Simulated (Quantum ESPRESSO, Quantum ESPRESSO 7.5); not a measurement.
# 2H-WSe2, 2 layers, AA' stacking: a series in the field along the normal

What law, if any, do the results for 2H-WSe2, 2 layers, AA' stacking follow against the field along the normal?

Program: Quantum ESPRESSO 7.5. Level of theory: plane-wave DFT, PBE, PseudoDojo fully relativistic norm-conserving pseudopotentials (geometry by pw.x at PBE-D3(BJ), GBRV ultrasoft). Results are calculated unless marked as measured.

## (1) The structure

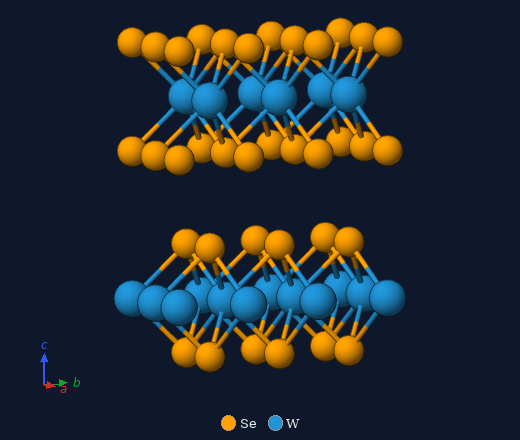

The starting structure, seen from the side, with the c axis up (selenium orange, tungsten blue). 2×3×1 cells are drawn. Bonds to atoms that aren't drawn are left out. Some periodic images of atoms are drawn too.

The cell holds 6 atoms: 4 Se and 2 W. Its edges and angles: a = 3.320 Å, b = 3.320 Å, c = 27.681 Å, α = 90.0°, β = 90.0°, γ = 120.0°. It derives from WSe2. Vacuum lies along c.

Structure file:

```cif
data_structure
_symmetry_space_group_name_H-M 'P 1'
_symmetry_Int_Tables_number 1
_cell_length_a 3.3200
_cell_length_b 3.3200
_cell_length_c 27.6807
_cell_angle_alpha 90.000
_cell_angle_beta 90.000
_cell_angle_gamma 120.000
_cell_volume 264.23
loop_
_atom_site_label
_atom_site_type_symbol
_atom_site_fract_x
_atom_site_fract_y
_atom_site_fract_z
_atom_site_occupancy
Se1 Se 0.33333 0.66667 0.30707 1
W2 W 0.00000 0.00000 0.37464 1
Se3 Se 0.33333 0.66667 0.44220 1
Se4 Se 0.00000 0.00000 0.55780 1
W5 W 0.33333 0.66667 0.62536 1
Se6 Se 0.00000 0.00000 0.69293 1
```

Set-up: Cell and atoms are relaxed without a field with a D3(BJ) correction and then held. Sawtooth field with dipole correction, 17 Å of vacuum in the starting cell, Fermi-Dirac smearing of 0.002 Ry; bands along a path at each field. Spin-orbit coupling with fully relativistic files.

Members -0.1, 0.2 and -0.2 took the same steps and show in the table alone.

## (2) Relaxing cell and ions of the reference

What the set-up leaves free in this member is relaxed.

Input file ref.relax.in:

```
&control
  prefix = 'ref.relax'
  outdir = './out'
  pseudo_dir = './pseudo'
  nstep = 80
  forc_conv_thr = 0.0004
  calculation = 'vc-relax'
  etot_conv_thr = 1e-06
/
&system
  ibrav = 0
  nat = 6
  ntyp = 2
  ecutwfc = 50
  ecutrho = 250
  vdw_corr = 'grimme-d3'
  dftd3_version = 4
  occupations = 'smearing'
  smearing = 'fd'
  degauss = 0.004
/
&electrons
  conv_thr = 1e-09
  mixing_beta = 0.4
  electron_maxstep = 120
  mixing_mode = 'plain'
/
&ions
/
&cell
  cell_dofree = '2Dxy'
  press_conv_thr = 0.3
/
ATOMIC_SPECIES
  Se  78.9710  se_pbe_v1.uspp.F.UPF
  W   183.8400  w_pbe_v1.2.uspp.F.UPF
CELL_PARAMETERS angstrom
  3.32000000000000 0.00000000000000 0.00000000000000
  -1.66000000000000 2.87520434056434 0.00000000000000
  0.00000000000000 0.00000000000000 27.68069586780981
ATOMIC_POSITIONS crystal
  Se  0.333333333300 0.666666666700 0.307073205117
  W   0.000000000000 0.000000000000 0.374635595018
  Se  0.333333333300 0.666666666700 0.442197984919
  Se  0.000000000000 0.000000000000 0.557802015081
  W   0.333333333300 0.666666666700 0.625364404982
  Se  0.000000000000 0.000000000000 0.692926794883
K_POINTS automatic
  12 12 1 0 0 0
```

Run with:

```
$ OMP_NUM_THREADS=1 mpirun -n 16 pw.x -nk 8 -in ref.relax.in > ref.relax.out
```

Log:

```text
Program PWSCF v.7.5 starts
[citation notice left out]

     Parallel version (MPI & OpenMP), running on      16 processor cores
     Number of MPI processes:                16
     Threads/MPI process:                     1

     MPI processes distributed on     1 nodes
[...]
Current dimensions of program PWSCF are:
     Max number of different atomic species (ntypx) = 10
     Max number of k-points (npk) =  40000
     Max angular momentum in pseudopotentials (lmaxx) =  4
     Message from routine setup:
     using ibrav=0 with symmetry is DISCOURAGED, use correct ibrav instead

     K-points division:     npool     =       8
     R & G space division:  proc/nbgrp/npool/nimage =       2
     Subspace diagonalization in iterative solution of the eigenvalue problem:
     a serial algorithm will be used

     Parallelization info
     --------------------
     sticks:   dense  smooth     PW     G-vecs:    dense   smooth      PW
     Min         336     273     81                59532    42571    7001
     Max         337     274     82                59567    42594    7006
     Sum         673     547    163               119099    85165   14007

     Using Slab Decomposition

     bravais-lattice index     =            0
     lattice parameter (alat)  =       6.2739  a.u.
     unit-cell volume          =    1783.1193 (a.u.)^3
     number of atoms/cell      =            6
     number of atomic types    =            2
     number of electrons       =        52.00
     number of Kohn-Sham states=           31
     kinetic-energy cutoff     =      50.0000  Ry
     charge density cutoff     =     250.0000  Ry
     scf convergence threshold =      1.0E-09
     mixing beta               =       0.4000
     number of iterations used =            8  plain     mixing
     energy convergence thresh.=      1.0E-06
     force convergence thresh. =      4.0E-04
     press convergence thresh. =      3.0E-01
     Exchange-correlation= SLA  PW   PBE  PBE
                           (   1   4   3   4   0   0   0)
     nstep                     =           80

     celldm(1)=   6.273891  celldm(2)=   0.000000  celldm(3)=   0.000000
     celldm(4)=   0.000000  celldm(5)=   0.000000  celldm(6)=   0.000000

     crystal axes: (cart. coord. in units of alat)
               a(1) = (   1.000000   0.000000   0.000000 )
               a(2) = (  -0.500000   0.866025   0.000000 )
               a(3) = (   0.000000   0.000000   8.337559 )

     reciprocal axes: (cart. coord. in units 2 pi/alat)
               b(1) = (  1.000000  0.577350 -0.000000 )
               b(2) = (  0.000000  1.154701  0.000000 )
               b(3) = (  0.000000 -0.000000  0.119939 )

     PseudoPot. # 1 for Se read from file:
     ./pseudo/se_pbe_v1.uspp.F.UPF
     Pseudo is Ultrasoft + core correction, Zval =  6.0
     Generated by new atomic code, or converted to UPF format
     Using radial grid of  877 points,  6 beta functions with:
                l(1) =   0
                l(2) =   0
                l(3) =   1
                l(4) =   1
                l(5) =   2
                l(6) =   2
     Q(r) pseudized with  8 coefficients,  rinner =    1.300   1.300   1.300
                                                       1.300   1.300

     PseudoPot. # 2 for W  read from file:
     ./pseudo/w_pbe_v1.2.uspp.F.UPF
     Pseudo is Ultrasoft + core correction, Zval = 14.0
     Generated by new atomic code, or converted to UPF format
     Using radial grid of  923 points,  8 beta functions with:
                l(1) =   0
                l(2) =   0
                l(3) =   0
                l(4) =   1
                l(5) =   1
                l(6) =   2
                l(7) =   2
                l(8) =   3
     Q(r) pseudized with  6 coefficients,  rinner =    1.350   1.350   1.350
                                                       1.350   1.350   1.350
                                                       1.350

     atomic species   valence    mass     pseudopotential
     Se                6.00    78.97100     Se( 1.00)
     W                14.00   183.84000     W ( 1.00)

     12 Sym. Ops., with inversion, found ( 6 have fractional translation)

   Cartesian axes

     site n.     atom                  positions (alat units)
         1        Se     tau(   1) = (  -0.0000000   0.5773503   2.5602410  )
         2        W      tau(   2) = (   0.0000000   0.0000000   3.1235464  )
         3        Se     tau(   3) = (  -0.0000000   0.5773503   3.6868518  )
         4        Se     tau(   4) = (   0.0000000   0.0000000   4.6507072  )
         5        W      tau(   5) = (  -0.0000000   0.5773503   5.2140126  )
         6        Se     tau(   6) = (   0.0000000   0.0000000   5.7773180  )

     --------------------------------------------
     DFT-D3 Dispersion Correction (3-body terms):
     --------------------------------------------
       Reference C6 values for interpolation:

         atom   Coordination number   C6
         Se         0.000           427.35
         Se         0.990           427.57
         Se         1.981           421.05
         W          0.000          1628.72
         W          1.929          1086.81
         W         10.915           796.19

       Values used:

         atom   Coordination number  R0_AB[au]  C6      C8
         Se         3.683            3.332    421.05  29958.36
         W          8.392            3.766    796.19 128250.55
         Se         3.790            3.332    421.05  29958.36
         Se         3.790            3.332    421.05  29958.36
         W          8.392            3.766    796.19 128250.55
         Se         3.683            3.332    421.05  29958.36

         Molecular C6 ( Ry / a.u.^6 ) =     19173.74

     number of k points=    19  Fermi-Dirac smearing, width (Ry)=  0.0040
                       cart. coord. in units 2pi/alat
        k(    1) = (   0.0000000   0.0000000   0.0000000), wk =   0.0138889
        k(    2) = (   0.0000000   0.0962250   0.0000000), wk =   0.0833333
        k(    3) = (   0.0000000   0.1924501   0.0000000), wk =   0.0833333
        k(    4) = (   0.0000000   0.2886751   0.0000000), wk =   0.0833333
        k(    5) = (   0.0000000   0.3849002   0.0000000), wk =   0.0833333
        k(    6) = (   0.0000000   0.4811252   0.0000000), wk =   0.0833333
        k(    7) = (   0.0000000  -0.5773503   0.0000000), wk =   0.0416667
        k(    8) = (   0.0833333   0.1443376   0.0000000), wk =   0.0833333
        k(    9) = (   0.0833333   0.2405626   0.0000000), wk =   0.1666667
[...]
Self-consistent Calculation

     iteration #  1     ecut=    50.00 Ry     beta= 0.40
     Davidson diagonalization with overlap
     ethr =  1.00E-06,  avg # of iterations = 11.6

     negative rho (up, down):  1.373E-01 0.000E+00

     total cpu time spent up to now is       51.6 secs

     total energy              =    -493.08713826 Ry
     estimated scf accuracy    <       0.00737672 Ry

[...]
iteration # 12     ecut=    50.00 Ry     beta= 0.40
[...]
negative rho (up, down):  1.372E-01 0.000E+00

[...]
End of self-consistent calculation

[...]
the Fermi energy is     3.1492 ev

!    total energy              =    -493.09008321 Ry
     estimated scf accuracy    <          9.9E-10 Ry
     smearing contrib. (-TS)   =      -0.00000013 Ry
     internal energy E=F+TS    =    -493.09008308 Ry

     The total energy is F=E-TS. E is the sum of the following terms:
     one-electron contribution =   -2754.91454136 Ry
     hartree contribution      =    1383.11187572 Ry
     xc contribution           =    -201.28932106 Ry
     ewald contribution        =    1080.16450458 Ry
     DFT-D3 Dispersion         =      -0.16260096 Ry

     convergence has been achieved in  12 iterations

     negative rho (up, down):  1.372E-01 0.000E+00

     Forces acting on atoms (cartesian axes, Ry/au):

     atom    1 type  1   force =     0.00000000    0.00000000    0.04060681
     atom    2 type  2   force =    -0.00000000   -0.00000000    0.00168500
     atom    3 type  1   force =     0.00000000    0.00000000   -0.03823016
     atom    4 type  1   force =     0.00000000   -0.00000000    0.03823016
     atom    5 type  2   force =     0.00000000    0.00000000   -0.00168500
     atom    6 type  1   force =     0.00000000    0.00000000   -0.04060681

     Total force =     0.078909     Total SCF correction =     0.000204

     Computing stress (Cartesian axis) and pressure

     negative rho (up, down):  1.372E-01 0.000E+00
          total   stress  (Ry/bohr**3)                   (kbar)     P=      -23.52
  -0.00007003  -0.00000000  -0.00000000          -10.30       -0.00       -0.00
  -0.00000000  -0.00007003  -0.00000000           -0.00      -10.30       -0.00
   0.00000000   0.00000000  -0.00033959            0.00        0.00      -49.96

     Energy error            =      2.9E-02 Ry
     Gradient error          =      4.1E-02 Ry/Bohr
     Cell gradient error     =      1.0E+01 kbar

     number of scf cycles    =   3
     number of bfgs steps    =   2

     enthalpy           old  =    -493.0607438814 Ry
     enthalpy           new  =    -493.0900832059 Ry

     CASE: enthalpy          _new < enthalpy          _old

     new trust radius        =       0.1192090789 bohr
     new conv_thr            =       0.0000000010 Ry

     new unit-cell volume =   1704.79449 a.u.^3 (   252.62448 Ang^3 )
     density =      4.49317 g/cm^3

CELL_PARAMETERS (angstrom)
   3.246264466   0.000000000   0.000000000
  -1.623132233   2.811347495   0.000000000
   0.000000000   0.000000000  27.680695868

ATOMIC_POSITIONS (crystal)
Se               0.3333333333        0.6666666667        0.3134398102
W               -0.0000000000       -0.0000000000        0.3747361737
Se               0.3333333333        0.6666666667        0.4360757058
Se              -0.0000000000       -0.0000000000        0.5639242942
W                0.3333333333        0.6666666667        0.6252638263
Se              -0.0000000000       -0.0000000000        0.6865601898

[...]
NEW-OLD atomic charge density approx. for the potential
     New effective cutoffs (rho, wfc):  261.18   52.29

     negative rho (up, down):  1.373E-01 0.000E+00

     total cpu time spent up to now is       69.9 secs

     per-process dynamical memory:   119.0 Mb

[...]
!    total energy              =    -493.09846927 Ry
[...]
Total force =     0.008779     Total SCF correction =     0.000070
[...]
number of bfgs steps    =   3
[...]
new trust radius        =       0.0214949229 bohr
[...]
!    total energy              =    -493.09916874 Ry
[...]
Total force =     0.007344     Total SCF correction =     0.000003
[...]
number of bfgs steps    =   4
[...]
new trust radius        =       0.0237384829 bohr
[...]
!    total energy              =    -493.09964601 Ry
[...]
Total force =     0.010010     Total SCF correction =     0.000033
[...]
number of bfgs steps    =   5
[...]
new trust radius        =       0.0261123311 bohr
[...]
!    total energy              =    -493.10205526 Ry
[...]
Total force =     0.020954     Total SCF correction =     0.000046
[...]
number of bfgs steps    =  17
[...]
new trust radius        =       0.1027624105 bohr
[...]
Self-consistent Calculation

     iteration #  1     ecut=    50.00 Ry     beta= 0.40
     Davidson diagonalization with overlap
     ethr =  1.00E-06,  avg # of iterations = 10.2

     negative rho (up, down):  1.411E-01 0.000E+00

     total cpu time spent up to now is      358.6 secs

     total energy              =    -493.10026091 Ry
     estimated scf accuracy    <       0.00488540 Ry

[...]
iteration # 12     ecut=    50.00 Ry     beta= 0.40
[...]
negative rho (up, down):  1.413E-01 0.000E+00

[...]
End of self-consistent calculation

          k = 0.0000 0.0000 0.0000 ( 10611 PWs)   bands (ev):

   -71.6448 -71.6448 -35.8959 -35.8958 -35.7625 -35.7625 -35.7625 -35.7625
   -12.5693 -12.4291 -11.3216 -11.1004  -4.2266  -3.6375  -0.4376   0.0138
     0.0138   0.0233   0.0233   0.7559   1.1517   1.1517   1.1816   1.1816
     1.8304   2.5271   5.3530   5.3530   5.3930   5.3930   5.5159

          k =-0.0000 0.0973 0.0000 ( 10569 PWs)   bands (ev):

   -71.6441 -71.6441 -35.8928 -35.8928 -35.7786 -35.7786 -35.7662 -35.7662
   -12.4634 -12.3236 -11.2653 -11.0498  -4.0927  -3.5037  -0.5763  -0.3076
    -0.2914   0.1147   0.1282   0.3535   0.9699   1.0033   1.1377   1.3170
     1.8298   2.4041   5.1153   5.1426   5.1510   5.2340   5.3387

          k =-0.0000 0.1945 0.0000 ( 10568 PWs)   bands (ev):

   -71.6421 -71.6421 -35.8844 -35.8843 -35.8224 -35.8224 -35.7765 -35.7765
   -12.1595 -12.0213 -11.1037 -10.9056  -3.7198  -3.1361  -1.0861  -1.0486
    -0.9370  -0.3285   0.3907   0.4180   0.5486   0.5868   0.9051   1.2429
     1.7266   1.9814   4.4348   4.7142   4.9253   5.0298   5.1778

          k =-0.0000 0.2918 0.0000 ( 10630 PWs)   bands (ev):

   -71.6395 -71.6395 -35.8818 -35.8818 -35.8728 -35.8728 -35.7906 -35.7905
   -11.7001 -11.5678 -10.8616 -10.6926  -3.2380  -2.7187  -1.9901  -1.8690
    -1.4709  -1.1243   0.0733   0.1211   0.5150   0.7730   0.8192   0.9007
     1.3841   1.4544   4.1754   4.6000   4.7525   4.8890   5.1084

          k =-0.0000 0.3891 0.0000 ( 10654 PWs)   bands (ev):

   -71.6369 -71.6369 -35.9405 -35.9405 -35.8613 -35.8613 -35.8045 -35.8045
   -11.1670 -11.0493 -10.5862 -10.4582  -3.2684  -3.0678  -2.4576  -2.0869
    -2.0133  -1.7624  -0.3204  -0.2687   0.2203   0.5521   1.0617   1.1227
     1.1957   1.2048   4.3896   4.6656   4.7619   4.7624   5.4926

          k =-0.0000 0.4864 0.0000 ( 10658 PWs)   bands (ev):

   -71.6349 -71.6349 -35.9830 -35.9830 -35.8529 -35.8528 -35.8147 -35.8147
   -10.7007 -10.6101 -10.3534 -10.2740  -3.8708  -3.7117  -2.7335  -2.5772
    -2.0641  -1.6928  -0.5755  -0.5214   0.1085   0.3270   1.1371   1.2817
     1.3368   1.4557   4.7632   4.8088   4.8235   5.0576   5.7862

[...]
-10.5395 -10.4593 -10.2589 -10.1927  -3.5452  -3.4184  -2.7189  -2.6886
[key lines of the parts left out:]
total energy              =    -493.10231831 Ry
the Fermi energy is     3.1409 ev
convergence has been achieved in  11 iterations
```

Wall time 7.8 min (16 MPI ranks of Arm Neoverse V1, shared host); peak memory 2.7 GiB.

Step by step (22 of 24):

```
step  energy less that of the first step (eV)  largest force (eV/Å)  volume (Å³)
   1                                   0.0000                2.6179       264.23
   2                                  -0.5869                1.9408       259.93
   3                                  -0.9861                1.0440       255.81
   4                                  -1.1002                0.1388       252.62
   5                                  -1.1097                0.1194       253.94
   6                                  -1.1162                0.1585       255.40
   8                                  -1.1243                0.0548       258.48
   9                                  -1.1246                0.0420       258.54
  10                                  -1.1249                0.0580       258.55
  11                                  -1.1255                0.0755       258.55
  12                                  -1.1263                0.0954       258.54
  13                                  -1.1277                0.1185       258.54
  14                                  -1.1297                0.1458       258.53
  15                                  -1.1326                0.1783       258.53
  16                                  -1.1368                0.2156       258.52
  17                                  -1.1426                0.2538       258.52
  19                                  -1.1525                0.2494       258.57
  20                                  -1.1557                0.1786       258.61
  21                                  -1.1580                0.1031       258.63
  22                                  -1.1592                0.0019       258.66
  23                                  -1.1592                0.0004       258.65
  24                                  -1.1568                0.0004       258.65
```

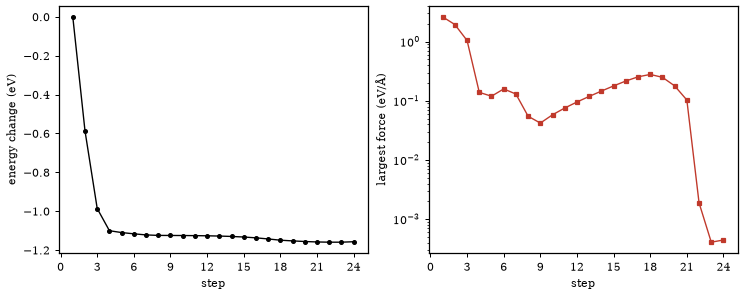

Energy and largest force along the relaxation.

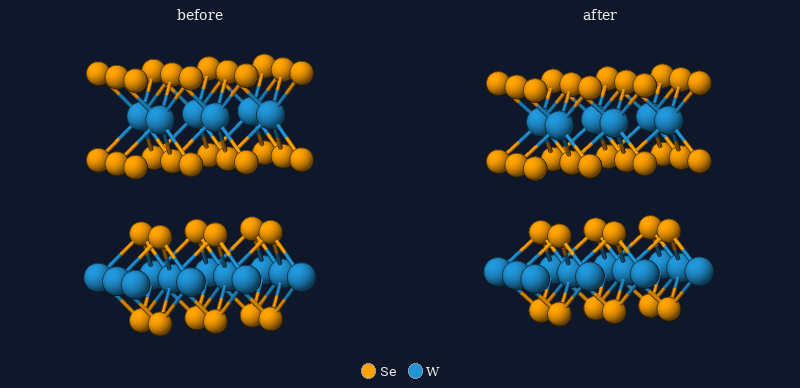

The structure before and after the relaxation, drawn at the same scale. Bonds to atoms that aren't drawn are left out.

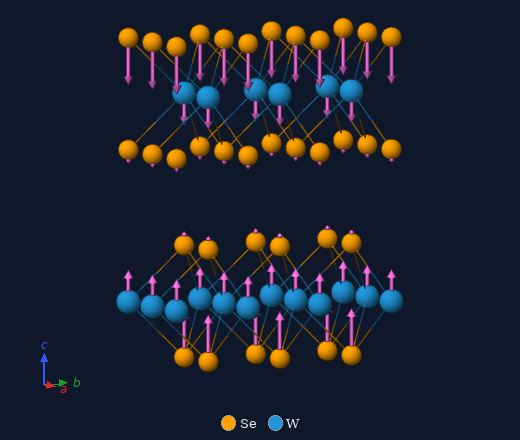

Displacements in the relaxation, exaggerated, measured against the changing cell; the longest in the cell stands for 0.43 Å. Bonds to atoms that aren't drawn are left out. 2×3×1 cells are drawn. Some periodic images of atoms are drawn too.

```
cell as run  before  after  change
      a (Å)   3.320  3.285  -1.1 %
      b (Å)   3.320  3.285  -1.1 %
```

The atoms that moved most (Å, along periodic axes as changes of fractional coordinates times the final cell, across vacuum about the mean position):

```
atom     dx     dy      dz  length
 Se6  0.000  0.000  -0.428   0.428
 Se1  0.000  0.000   0.428   0.428
  W2  0.000  0.000   0.243   0.243
  W5  0.000  0.000  -0.243   0.243
 Se3  0.000  0.000   0.059   0.059
 Se4  0.000  0.000  -0.059   0.059
```

The relaxed structure:

```xyz
6
Lattice="3.2848 0.0000 0.0000 -1.6424 2.8447 0.0000 0.0000 0.0000 27.6807" Properties=species:S:1:pos:R:3
Se    0.0000    1.8965    8.9277
W     0.0000    0.0000   10.6134
Se    0.0000    1.8965   12.2989
Se    0.0000    0.0000   15.3818
W     0.0000    1.8965   17.0673
Se    0.0000    0.0000   18.7530
```

 The last row is no step: it is a fresh SCF in the final cell with a new plane-wave basis, +2 meV from the row before.

This step gave:

```
free energy  : -6709.0031 eV
Fermi energy : 3.132 eV
```

[end of part 1 of 4]

[Logs are printed without paths, hosts, clocks, repeated set-up lines and the standing remarks that a program may print on its own settings, such as how far it seeks lower states.]

[Hosts, paths, dates, database ids (printed as entryN), source tags and the programs' standing remarks are cut or masked in the printed files.]

[Maps of the electrostatic potential energy from Ansatz leave out the sawtooth potential of an applied field or a dipole correction, so their vacuum need not be flat; planar profiles and work functions include it.]
